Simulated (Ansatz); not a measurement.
# Zr16S31 (cell with a defect): what the fields show

Input

```
crystal:
  lattice:
    - [-7.37041691, -6.3829682806, 6.7579064893]
    - [7.37041691, -6.3829682806, -6.7579064893]
    - [7.37041691, 6.3829682806, 6.7579064893]
  atoms:
    - { symbol: Zr, position: [0.75, 0.875, 0.125] }
    - { symbol: Zr, position: [0.5, 0.5, 0.0] }
    - { symbol: Zr, position: [0.75, 0.125, 0.375] }
    - { symbol: Zr, position: [0.5, 0.75, 0.25] }
    - { symbol: Zr, position: [0.25, 0.375, 0.125] }
    - { symbol: Zr, position: [0.75, 0.375, 0.625] }
    - { symbol: Zr, position: [0.0, 0.0, 0.0] }
    - { symbol: Zr, position: [0.5, 0.0, 0.5] }
    - { symbol: Zr, position: [0.25, 0.625, 0.375] }
    - { symbol: Zr, position: [0.75, 0.625, 0.875] }
    - { symbol: Zr, position: [0.0, 0.25, 0.25] }
    - { symbol: Zr, position: [0.5, 0.25, 0.75] }
    - { symbol: Zr, position: [0.25, 0.875, 0.625] }
    - { symbol: Zr, position: [0.0, 0.5, 0.5] }
    - { symbol: Zr, position: [0.25, 0.125, 0.875] }
    - { symbol: Zr, position: [0.0, 0.75, 0.75] }
    - { symbol: S, position: [0.8095084441, 0.5416666667, 0.5178417774] }
    - { symbol: S, position: [0.0595084441, 0.1666666667, 0.8928417774] }
    - { symbol: S, position: [0.8095084441, 0.7916666667, 0.7678417774] }
    - { symbol: S, position: [0.5595084441, 0.4166666667, 0.6428417774] }
    - { symbol: S, position: [0.0595084441, 0.4166666667, 0.1428417774] }
    - { symbol: S, position: [0.3095084441, 0.0416666667, 0.5178417774] }
    - { symbol: S, position: [0.8095084441, 0.0416666667, 0.0178417774] }
    - { symbol: S, position: [0.5595084441, 0.6666666667, 0.8928417774] }
    - { symbol: S, position: [0.0595084441, 0.6666666667, 0.3928417774] }
    - { symbol: S, position: [0.3095084441, 0.2916666667, 0.7678417774] }
    - { symbol: S, position: [0.8095084441, 0.2916666667, 0.2678417774] }
    - { symbol: S, position: [0.5595084441, 0.9166666667, 0.1428417774] }
    - { symbol: S, position: [0.3095084441, 0.5416666667, 0.0178417774] }
    - { symbol: S, position: [0.5595084441, 0.1666666667, 0.3928417774] }
    - { symbol: S, position: [0.3095084441, 0.7916666667, 0.2678417774] }
    - { symbol: S, position: [0.6904915559, 0.7083333333, 0.2321582226] }
    - { symbol: S, position: [0.4404915559, 0.3333333333, 0.1071582225] }
    - { symbol: S, position: [0.6904915559, 0.9583333333, 0.4821582226] }
    - { symbol: S, position: [0.4404915559, 0.5833333333, 0.3571582225] }
    - { symbol: S, position: [0.1904915559, 0.2083333333, 0.2321582226] }
    - { symbol: S, position: [0.6904915559, 0.2083333333, 0.7321582226] }
    - { symbol: S, position: [0.9404915559, 0.8333333333, 0.1071582225] }
    - { symbol: S, position: [0.4404915559, 0.8333333333, 0.6071582226] }
    - { symbol: S, position: [0.1904915559, 0.4583333333, 0.4821582226] }
    - { symbol: S, position: [0.6904915559, 0.4583333333, 0.9821582226] }
    - { symbol: S, position: [0.9404915559, 0.0833333333, 0.3571582225] }
    - { symbol: S, position: [0.4404915559, 0.0833333333, 0.8571582226] }
    - { symbol: S, position: [0.1904915559, 0.7083333333, 0.7321582226] }
    - { symbol: S, position: [0.9404915559, 0.3333333333, 0.6071582226] }
    - { symbol: S, position: [0.1904915559, 0.9583333333, 0.9821582226] }
    - { symbol: S, position: [0.9404915559, 0.5833333333, 0.8571582226] }
  host:
    lattice:
      - [3.685208455, 0.0, 0.0]
      - [-1.8426042275, 3.1914841403, 0.0]
      - [0.0, 0.0, 6.7579064893]
    atoms:
      - { symbol: Zr, position: [0.0, 0.0, 0.0] }
      - { symbol: S, position: [0.6666666667, 0.3333333333, 0.7856835549] }
      - { symbol: S, position: [0.3333333333, 0.6666666667, 0.2143164451] }
basis:
  ecutwfc: 420
  xc_grid: 2
kpoints:
  mp_grid: { grid: [2, 2, 2], shift: [0.5, 0.5, 0.5] }
hamiltonian:
  xc: pbe
scf:
  occupations: { method: gaussian, width: 0.01 }
output:
  forces: true
  stress: false
  eigenvalues: true
  charged_corrections:
    defect_position: [0.05950844, 0.91666667, 0.64284178]
    epsilon: [[53.0164, 0.0, 0.0], [0.0, 53.0164, 0.0], [0.0, 0.0, 3.7275]]
  write_density: true
  write_potential: true
  elf: true
  volumetric_format: npy
relax:
  adjacent_minimum: "off"
  f_tol: 0.025
  max_steps: 45
```

Run with:

```sh
ansatz run input.yaml --threads 4 --pin off --max-ram 10240MiB --backend cpu --events-out ev --progress --plain --runs-dir out
```

The fields are those of the run's last geometry, not of the input's.

All numbers below come from Ansatz 0.2.0, DFT PBE, scalar-relativistic, plane waves, PAW.

In a PAW calculation such maps are meaningful between the atoms, not at the nuclei.

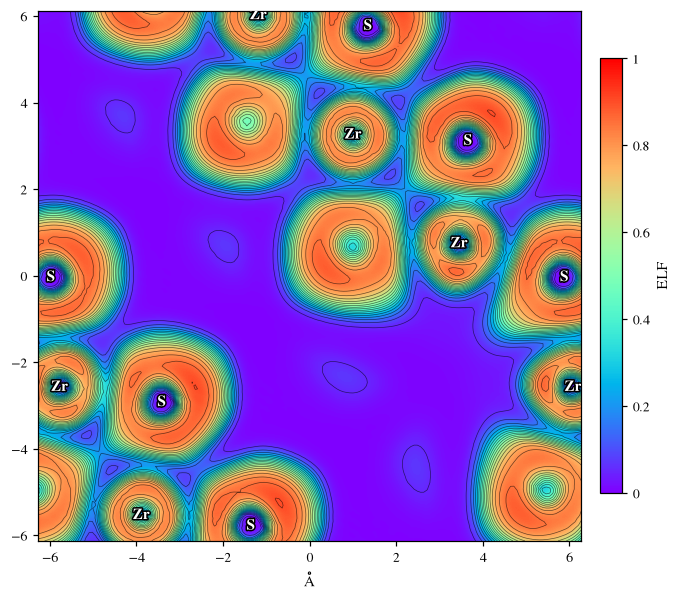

Figure 1. Electron localisation function on the (011̄) plane of the calculation cell.

Q: Interpret the plot.

A: Atoms in the plane: Zr and S. Atoms just off the plane (S, 0.4 Å away) can leave unmarked features too. Zr–S (2.38 Å): the ELF peaks at about 0.85 in the valence shell of S, 0.8 Å from its nucleus, and is about 0.45 at the midpoint. Zr–S (2.55 Å): the ELF peaks at about 0.85 in the valence shell of S, 0.8 Å from its nucleus, and is about 0.40 at the midpoint. Zr–S (2.67 Å): the ELF peaks at about 0.85 in the valence shell of S, 0.9 Å from its nucleus, and is about 0.35 at the midpoint. The features right at Zr lie inside the PAW spheres, where the map follows smoothed inner orbitals and isn't to be read closely.

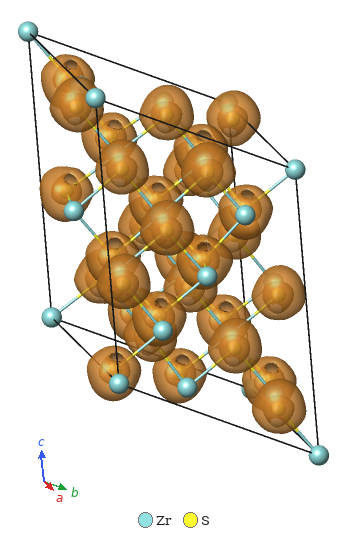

Figure 2. Isosurface of the electron localisation function at 0.8 (orange), seen slightly off an axis. Only the valence region is drawn (cores and ρ < 0.01 e/Å³ removed). Sticks mark near contacts.

Q: Describe the localisation domains.

A: The ELF exceeds this value in 31 regions wrapped around S (the valence shell of each), counted in one cell of 47 atoms. Any copies at cell faces, edges or corners count once. Profiles from the grid: Zr–S (2.52 Å): the ELF peaks at about 0.85 in the valence shell of S, 0.8 Å from its nucleus, and is about 0.40 at the midpoint.

Q: Metal or insulator at this level of theory?

A: It is metallic or semimetallic at this level of theory: no gap opens.
